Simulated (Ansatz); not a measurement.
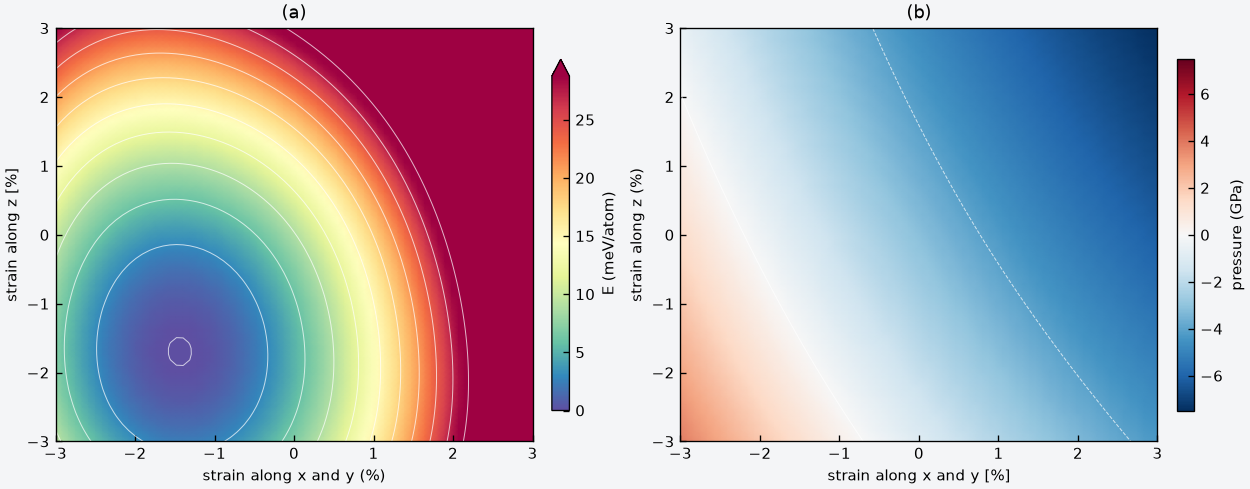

Ge (Cmmm, No. 65; 1 atom in the cell). The cell is strained homogeneously, by one strain along x and y and another along z, with fractional coordinates fixed (x along [1 0 0], z along [0 0 1] of the conventional cell). Coordinates scanned: (1) strain along x and y; (2) strain along z. Grid: 5 × 5 points. Points are written as (first, second). All energies are given in meV/atom relative to the lowest grid point. The reference cell is the one listed in the database, not relaxed at this level. Level of theory: DFT r2SCAN, scalar-relativistic, plane waves, PAW (Ansatz 0.2.0). Settings: cutoff 500 eV, k-mesh 20×20×18 in the order of the run's cell vectors, gaussian smearing 0.15 eV, no spin polarisation.

Panel (a) is the energy and panel (b) the computed pressure on the same grid.

The picture shows a smooth colour map with a few white contour lines, one colour for all values above the top of the scale. Between grid points the surface is interpolated.

How does the pressure vary over the map, and what is it at the lowest grid point?

It runs from −7.5 GPa at (3.0 %, 3.0 %) to 3.8 GPa at (−3.0 %, −3.0 %). At the lowest grid point, (−1.5 %, −1.5 %), it is 0.0 GPa.
